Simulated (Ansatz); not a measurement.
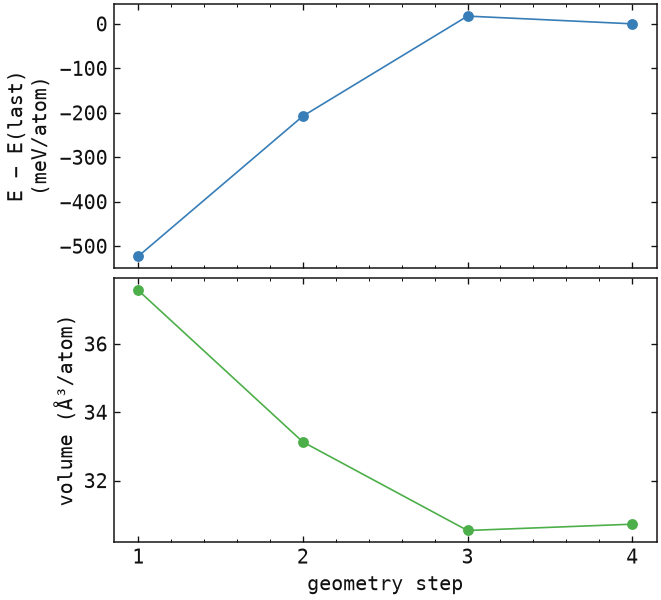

History of a geometry optimisation. Rb (I4/mmm, 1 atom in the cell); DFT PBEsol, scalar-relativistic, plane waves, PAW in Ansatz 0.2.0; cutoff 420 eV, 14×14×14 k-mesh, Gaussian smearing of 0.1 eV. Atoms and cell relax. A closing SCF on a freshly chosen basis isn't drawn.

The optimisation met its thresholds at geometry 4, counting the start as the first. The energy of the last step lies about 520 meV/atom above the first, with a rise at steps 2 and 3. The target is 15 GPa, so the enthalpy and not the energy is minimised. All forces vanish by symmetry, so only the cell moves. The volume shrinks from 37.6 to 30.7 Å³ per atom (−18 %).
